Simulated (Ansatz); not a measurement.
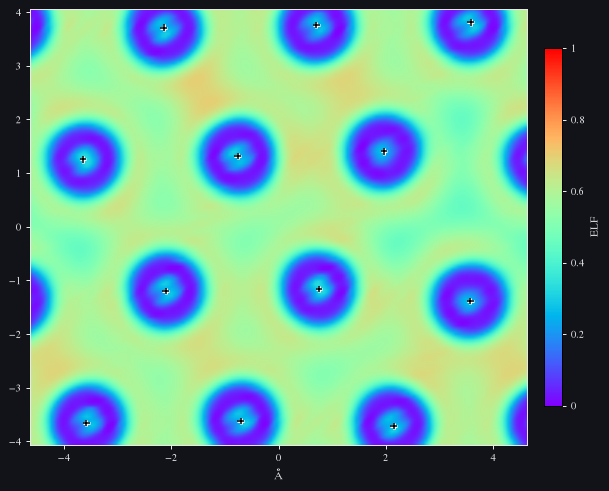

The electron localisation function on a plane through atoms (crosses mark nuclei in the plane).

Theory: Ansatz 0.2.0, DFT PBE, scalar-relativistic, plane waves, PAW.

Candidates:
A. Te2Mo, a = 3.56 Å, b = 3.56 Å, c = 15.33 Å, α = 90.00°, β = 90.00°, γ = 120.00°. Space group P6₃/mmc; a structure from a database of computed crystals, not necessarily the ambient phase; computed without spin polarisation.
B. Al (cell with a defect), a = 8.57 Å, b = 8.57 Å, c = 8.57 Å, α = 60.00°, β = 60.00°, γ = 60.00°. 
C. SiC, a = 3.09 Å, b = 3.09 Å, c = 10.13 Å, α = 90.00°, β = 90.00°, γ = 120.00°. Space group P6₃mc; a structure from a database of computed crystals, not necessarily the ambient phase.

Which candidate gave the map?

Candidate B: Al on the (010) plane of the calculation cell, which holds Al. Al–Al (2.68 Å): the ELF peaks at about 0.70 between the atoms.
